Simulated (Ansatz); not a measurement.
Cell and atoms:

```
CELL_PARAMETERS angstrom
4.80714 0.00000 0.00000
0.00000 8.26994 0.00000
0.00000 0.00000 8.56037
ATOMIC_POSITIONS crystal
Ti 0.50000 0.00000 0.50000
Ti 0.25000 0.25000 0.25000
Si 0.50000 0.33694 0.50000
Si 0.50000 0.66306 0.50000
Si 0.25000 0.58694 0.25000
Si 0.25000 0.91306 0.25000
Ti 0.50000 0.50000 0.00000
Ti 0.25000 0.75000 0.75000
Si 0.50000 0.83694 0.00000
Si 0.50000 0.16306 0.00000
Si 0.25000 0.08694 0.75000
Si 0.25000 0.41306 0.75000
Ti 0.00000 0.00000 0.00000
Ti 0.75000 0.25000 0.75000
Si 0.00000 0.33694 0.00000
Si 0.00000 0.66306 0.00000
Si 0.75000 0.58694 0.75000
Si 0.75000 0.91306 0.75000
Ti 0.00000 0.50000 0.50000
Ti 0.75000 0.75000 0.25000
Si 0.00000 0.83694 0.50000
Si 0.00000 0.16306 0.50000
Si 0.75000 0.08694 0.25000
Si 0.75000 0.41306 0.25000
```

Give a crystallographic description of this input.

The formula is TiSi2. It is face-centred orthorhombic, space group Fddd (No. 70). Cell content: 8 Ti, 16 Si, that is 8 formula units. Within bonding distance, the neighbour counts come to Ti 10 and Si 7. Not all metal-metal contacts are counted.

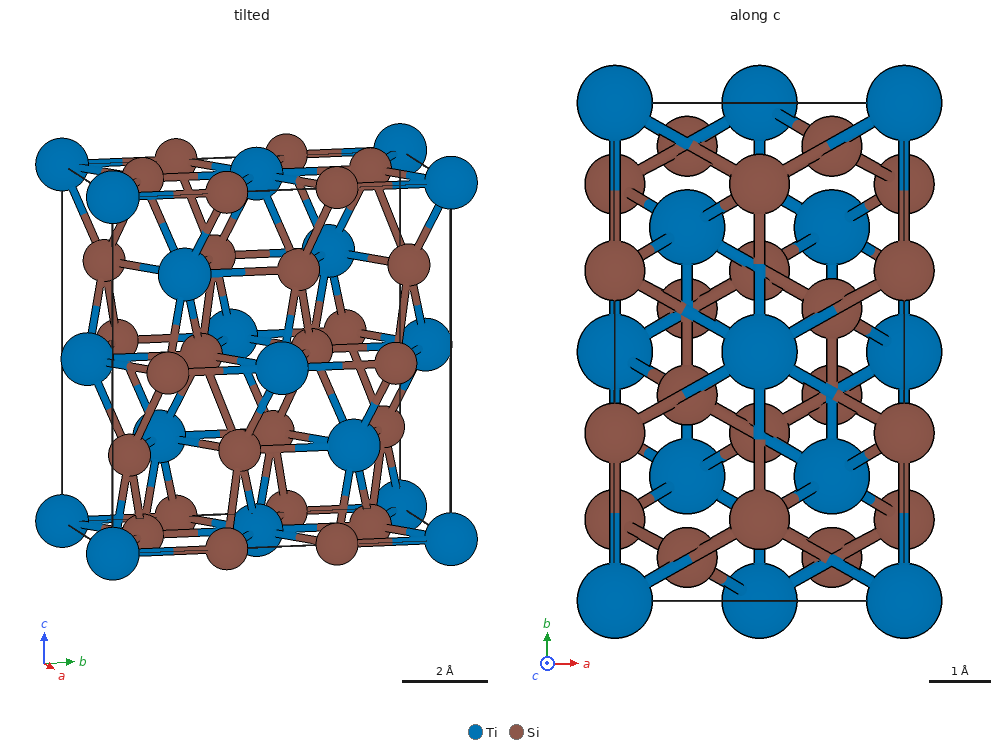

The image is a ball-and-stick drawing of a crystal, viewed slightly off an axis and along the c axis. Lines trace the edges of the conventional unit cell. Colours: titanium blue, silicon brown.

The structure was taken from a structure listed in the Materials Project. Earlier steps of the study may have refined or changed the cell and positions. Ansatz was used for an electronic-structure calculation on it.
